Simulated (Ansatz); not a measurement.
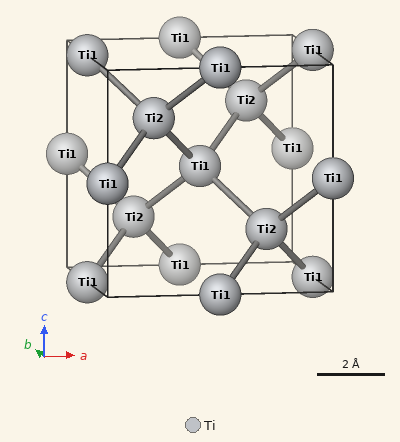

Fig. 1: The input geometry of run 1 (ball-and-stick view of the cell 4 times as large as that of the calculation, set on its symmetry axes, seen slightly off an axis; atoms are numbered from 1 in the order of the input). An atom can appear more than once, as a periodic image.

**From Ti to Ge**

System: Ti (2 atoms in the cell).
Method of run 1: DFT r2SCAN, scalar-relativistic, plane waves, PAW, no spin polarisation (Ansatz 0.2.0).
System of run 2: Ge (2 atoms in the cell).

On run 1: The structure was made by swapping elements on the sites of another compound; it need not be a known phase. On run 2: The structure derives from a Materials Project entry. Text and figures count atoms from 1; the logs count them from 0 in places.

## Input file, run 1
```yaml
crystal:
  lattice:
    - [0.0, 3.4480034714, 3.4480034714]
    - [3.4480034714, 0.0, 3.4480034714]
    - [3.4480034714, 3.4480034714, 0.0]
  atoms:
    - { symbol: Ti, position: [0.5, 0.5, 0.5] }
    - { symbol: Ti, position: [0.75, 0.75, 0.75] }
basis:
  ecutwfc: 500
kpoints:
  mp_grid: { grid: [4, 4, 4] }
hamiltonian:
  xc: r2scan
scf:
  occupations: { method: gaussian, width: 0.1 }
output:
  forces: true
  stress: true
  eigenvalues: true
```

Command:
```bash
ansatz run input.yaml --threads 1 --pin off --max-ram 2560MiB --backend cpu --events-out ev --progress --plain --runs-dir out
```

Hardware: 1 thread of Intel Xeon @ 2.50GHz (Skylake/Cascade Lake), 189 GiB of memory available, shared host.

## Output, shortened to warnings, some set-up lines, iterations and results (run 1)
```
Basis set: ecut = 500 eV, 2085 PW (Γ), exchange–correlation on 144×144×144 points (64 copies of the dense FFT grid, shifted against one another)
Symmetry: 48 space group operations
k-points: 8 of 64
Initial density: superposition of atomic densities (neutral atoms: chi_scale 0, normalization atom), corrected by the library's trained network
[...]
SCF iter   1: F=—  HF=-5002.315065 eV  |F-HF|=—  |Δ(HF+E_count)|=         —  Δρ=1.29e-2  dr2=1.12e-1  dr2_τ=1.32e-2  ethr=1.77e-3  ⟨swp⟩=4.2  Hψ=605  notcnv=0
SCF iter   2: F=—  HF=-5002.388947 eV  |F-HF|=—  |Δ(HF+E_count)|=   7.39e-2  Δρ=1.55e-2  dr2=1.75e-1  dr2_τ=9.64e-3  ethr=4.65e-4  ⟨swp⟩=2.2  Hψ=306  notcnv=0
SCF iter   3: F=—  HF=-5002.371829 eV  |F-HF|=—  |Δ(HF+E_count)|=   1.71e-2  Δρ=8.47e-3  dr2=1.96e-2  dr2_τ=9.35e-4  ethr=4.65e-4  ⟨swp⟩=2.0  Hψ=189  notcnv=0
SCF iter   4: F=—  HF=-5002.382045 eV  |F-HF|=—  |Δ(HF+E_count)|=   1.02e-2  Δρ=7.41e-3  dr2=1.49e-2  dr2_τ=8.07e-4  ethr=8.17e-5  ⟨swp⟩=1.2  Hψ=132  notcnv=0
SCF iter   5: F=—  HF=-5002.401347 eV  |F-HF|=—  |Δ(HF+E_count)|=   1.93e-2  Δρ=1.40e-3  dr2=1.09e-3  dr2_τ=1.72e-4  ethr=6.22e-5  ⟨swp⟩=3.0  Hψ=252  notcnv=0
SCF iter   6: F=—  HF=-5002.400914 eV  |F-HF|=—  |Δ(HF+E_count)|=   4.32e-4  Δρ=1.16e-3  dr2=3.63e-4  dr2_τ=4.16e-5  ethr=4.54e-6  ⟨swp⟩=2.0  Hψ=213  notcnv=0
SCF iter   7: F=—  HF=-5002.401608 eV  |F-HF|=—  |Δ(HF+E_count)|=   6.94e-4  Δρ=1.82e-4  dr2=1.07e-5  dr2_τ=1.75e-6  ethr=1.51e-6  ⟨swp⟩=2.0  Hψ=215  notcnv=0
SCF iter   8: F=—  HF=-5002.401627 eV  |F-HF|=—  |Δ(HF+E_count)|=   1.84e-5  Δρ=1.20e-4  dr2=4.69e-6  dr2_τ=3.53e-7  ethr=4.46e-8  ⟨swp⟩=2.0  Hψ=167  notcnv=0
SCF iter   9: F=—  HF=-5002.401632 eV  |F-HF|=—  |Δ(HF+E_count)|=   5.22e-6  Δρ=4.76e-5  dr2=7.17e-7  dr2_τ=5.13e-8  ethr=1.95e-8  ⟨swp⟩=2.1  Hψ=175  notcnv=0
SCF iter  10: F=-5002.401633 eV  HF=-5002.401633 eV  |F-HF|=1.37e-9  |Δ(HF+E_count)|=   1.13e-6  Δρ=1.76e-6  dr2=9.18e-10  dr2_τ=8.74e-11  ethr=4.17e-10  ⟨swp⟩=3.6  Hψ=580  …
SCF 1 converged in 10 iterations: F = -5002.401633 eV  dr2 = 9.18e-10
SCF converged after 10 iterations
Free energy (F): -5002.401633 eV
Harris-Foulkes:  -5002.401633 eV  (|F-HF|=1.37e-9)
Internal energy: -5002.334221 eV  (E = F + TS)
E sigma→0 (E₀):  -5002.367927 eV
Entropy (-TS):   -0.067412 eV (-33.706 meV/atom)
Fermi energy:    3.740348 eV
--- Per-component energies (eV) ---
  E_band       = -569.912379
  E_kinetic    = 534.119986
  E_local      = -2763.468511  (includes V_loc(G=0)·N_el)
  E_nonlocal   = 21.262125
  E_hartree    = 1118.209671
  E_xc         = -177.167917
  E_vxc        = -254.006145  (∫ρ·V_xc dr)
  E_paw        = -2115.035436  (= ΣΔE_a)
  E_vpaw       = -362.664616  (= ΣTr[D̂ρ^β])
  E_aug_tail   = 0.000191  (compensation charges beyond the density's cutoff)
  E_vtau       = 18.424968  (kinetic-family band-sum trace: ∫τ·v_τ [+ j·A + Jᵃ·Aᵃ] dr)
  E_ewald      = -1619.747415
  E_core_change = -0.506914  (= ΣΔE_core)
  E_smearing   = -0.067412  (= −TS)
  E_closure    = -0.000000  (closes the sum)
  Σ components = -5002.401633   (vs F -5002.401633, Δ=0.00e0)
--- Forces (eV/Å), atoms counted from 1 ---
  atom   1  Ti     0.00000000     0.00000000    -0.00000000
  atom   2  Ti    -0.00000000     0.00000000     0.00000000
  max |Σ_I F_I| component: 9.25e-18 eV/Å
--- Stress (GPa, compression-positive) ---
       -6.644773       0.000000       0.000000
        0.000000      -6.644773       0.000000
       -0.000000      -0.000000      -6.644773
  P = ⅓ Tr σ = -6.6448 GPa (-66.448 kbar)
```

The input of run 2 differs as follows (lines with − go, lines with + come):
```diff
-    - [0.0, 3.4480034714, 3.4480034714]
-    - [3.4480034714, 0.0, 3.4480034714]
-    - [3.4480034714, 3.4480034714, 0.0]
+    - [0.0, 2.8374271074, 2.8374271074]
+    - [2.8374271074, 0.0, 2.8374271074]
+    - [2.8374271074, 2.8374271074, 0.0]
-    - { symbol: Ti, position: [0.5, 0.5, 0.5] }
-    - { symbol: Ti, position: [0.75, 0.75, 0.75] }
+    - { symbol: Ge, position: [0.5, 0.5, 0.5] }
+    - { symbol: Ge, position: [0.75, 0.75, 0.75] }
-  mp_grid: { grid: [4, 4, 4] }
+  mp_grid: { grid: [6, 6, 6] }
```

Predict how the results change.

The total energies belong to different systems, so their difference says nothing on which is more stable or more accurate. The gap on the mesh goes from 0.01 to 0.36 eV. The pressure goes from −6.64 to −0.12 GPa. The volume per atom goes from 40.99 to 22.84 Å³. The SCF takes 6 iterations against 10. The irreducible k-points go from 8 to 16. The plane waves at Γ go from 2085 to 1211. On the same kind of shared host run 2 took about 0.7 times as long.

## Output, shortened to warnings, some set-up lines, iterations and results (run 2)
```
Basis set: ecut = 500 eV, 1211 PW (Γ), exchange–correlation on 120×120×120 points (64 copies of the dense FFT grid, shifted against one another)
Symmetry: 48 space group operations
k-points: 16 of 216
Initial density: superposition of atomic densities (neutral atoms: chi_scale 0, normalization atom), corrected by the library's trained network
[...]
SCF iter   1: F=—  HF=-8605.764861 eV  |F-HF|=—  |Δ(HF+E_count)|=         —  Δρ=6.71e-3  dr2=6.33e-3  dr2_τ=4.56e-3  ethr=1.77e-3  ⟨swp⟩=5.7  Hψ=1330  notcnv=0
SCF iter   2: F=—  HF=-8605.774611 eV  |F-HF|=—  |Δ(HF+E_count)|=   9.75e-3  Δρ=1.61e-3  dr2=5.27e-4  dr2_τ=2.05e-5  ethr=2.26e-5  ⟨swp⟩=2.0  Hψ=704  notcnv=0
SCF iter   3: F=—  HF=-8605.774668 eV  |F-HF|=—  |Δ(HF+E_count)|=   5.74e-5  Δρ=1.11e-3  dr2=1.66e-4  dr2_τ=2.31e-6  ethr=1.88e-6  ⟨swp⟩=2.0  Hψ=452  notcnv=0
SCF iter   4: F=—  HF=-8605.774731 eV  |F-HF|=—  |Δ(HF+E_count)|=   6.35e-5  Δρ=3.91e-5  dr2=5.05e-7  dr2_τ=1.67e-8  ethr=5.92e-7  ⟨swp⟩=2.4  Hψ=349  notcnv=0
SCF iter   5: F=—  HF=-8605.774731 eV  |F-HF|=—  |Δ(HF+E_count)|=   8.87e-7  Δρ=5.83e-6  dr2=6.25e-9  dr2_τ=2.54e-10  ethr=1.80e-9  ⟨swp⟩=2.0  Hψ=512  notcnv=0
SCF iter   6: F=-8605.774731 eV  HF=-8605.774731 eV  |F-HF|=1.31e-10  |Δ(HF+E_count)|=   9.49e-9  Δρ=7.38e-7  dr2=7.05e-11  dr2_τ=2.18e-11  ethr=2.23e-11  ⟨swp⟩=1.2  Hψ=875  …
SCF 1 converged in 6 iterations: F = -8605.774731 eV  dr2 = 7.05e-11
SCF converged after 6 iterations
Free energy (F): -8605.774731 eV
Harris-Foulkes:  -8605.774731 eV  (|F-HF|=1.31e-10)
Internal energy: -8605.774691 eV  (E = F + TS)
E sigma→0 (E₀):  -8605.774711 eV
Entropy (-TS):   -0.000040 eV (-0.020 meV/atom)
Fermi energy:    8.456285 eV
--- Per-component energies (eV) ---
  E_band       = -320.356915
  E_kinetic    = 222.036143
  E_local      = -4957.479057  (includes V_loc(G=0)·N_el)
  E_nonlocal   = 840.180183
  E_hartree    = 2177.393989
  E_xc         = -138.158720
  E_vxc        = -135.742855  (∫ρ·V_xc dr)
  E_paw        = -4068.507003  (= ΣΔE_a)
  E_vpaw       = -651.753967  (= ΣTr[D̂ρ^β])
  E_aug_tail   = 0.000037  (compensation charges beyond the density's cutoff)
  E_vtau       = 7.614798  (kinetic-family band-sum trace: ∫τ·v_τ [+ j·A + Jᵃ·Aᵃ] dr)
  E_ewald      = -2679.068733
  E_core_change = -2.171532  (= ΣΔE_core)
  E_smearing   = -0.000040  (= −TS)
  E_closure    = 0.000000  (closes the sum)
  Σ components = -8605.774731   (vs F -8605.774731, Δ=0.00e0)
--- Forces (eV/Å), atoms counted from 1 ---
  atom   1  Ge    -0.00000000    -0.00000000     0.00000000
  atom   2  Ge    -0.00000000     0.00000000     0.00000000
  max |Σ_I F_I| component: 3.70e-17 eV/Å
--- Stress (GPa, compression-positive) ---
       -0.115076      -0.000000      -0.000000
       -0.000000      -0.115076       0.000000
        0.000000       0.000000      -0.115076
  P = ⅓ Tr σ = -0.1151 GPa (-1.151 kbar)
```

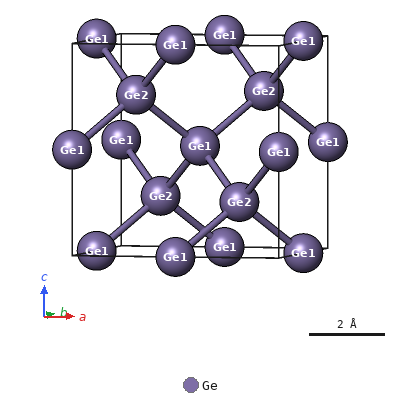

Fig. 2: The input structure of run 2 (ball-and-stick view of the cell 4 times as large as that of the calculation, set on its symmetry axes, seen at an oblique angle; atoms are numbered from 1 in the order of the input). An atom can appear more than once, as a periodic image.

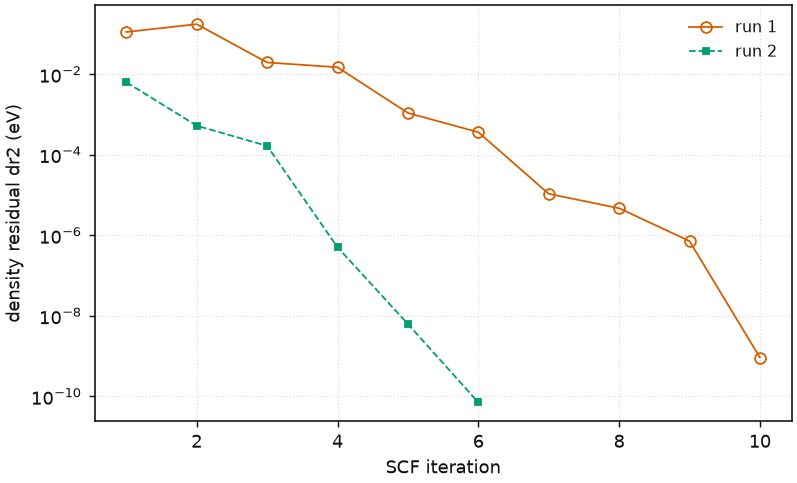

Fig. 3: Convergence of the two runs: density residual dr2 against the SCF iteration. Run 1 takes 10 iterations in all, and run 2 takes 6.

## The two runs side by side

```csv
quantity,run 1,run 2
outcome,converged,converged
free energy per atom (eV),−2501.2008,−4302.8874
"energy per atom, smearing taken to zero (eV)",−2501.1840,−4302.8874
gap on the mesh (eV),0.01,0.36
pressure (GPa),−6.64,−0.12
volume per atom (Å³),40.99,22.84
largest force (eV/Å),0.000,0.000
SCF iterations,10,6
irreducible k-points,8,16
plane waves at Γ,2085,1211
wall time (shared host),6.5 s,4.6 s
```

For run 1: The cell is under a tension of 6.6 GPa at this level, so it is not at its equilibrium volume.
